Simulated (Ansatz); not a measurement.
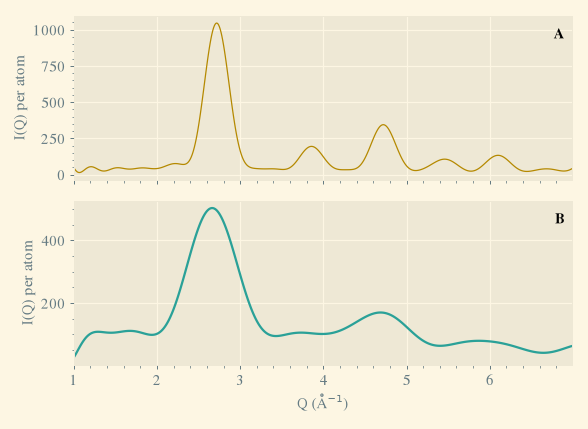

X-ray scattering of spheres cut from the crystal structure of Ti (Im-3m, a = 3.252 Å, b = 3.252 Å, c = 3.252 Å, α = 90.00°, β = 90.00°, γ = 90.00°), calculated atom by atom with the Debye equation (B = 0.5 Å², no relaxation of the surface). Basis of the simulation: the geometry relaxed with DFT, m-r2SCAN, plane waves (500 eV) with PAW, scalar-relativistic (Ansatz 0.2.0); the starting structure was generated, so it need not be a known form of this composition.

### The spheres are 10 and 20 Å across. Which curve is which?

curve A: 20 Å (259 atoms); curve B: 10 Å (27 atoms). Peak widths go roughly as 2π/D, so the largest sphere has the sharpest peaks.

### Index the main peaks of the largest sphere.

Q ≈ 2.72 Å⁻¹: 110; Q ≈ 3.86 Å⁻¹: 200; Q ≈ 4.72 Å⁻¹: 211; Q ≈ 5.46 Å⁻¹: 220; Q ≈ 6.10 Å⁻¹: 310.
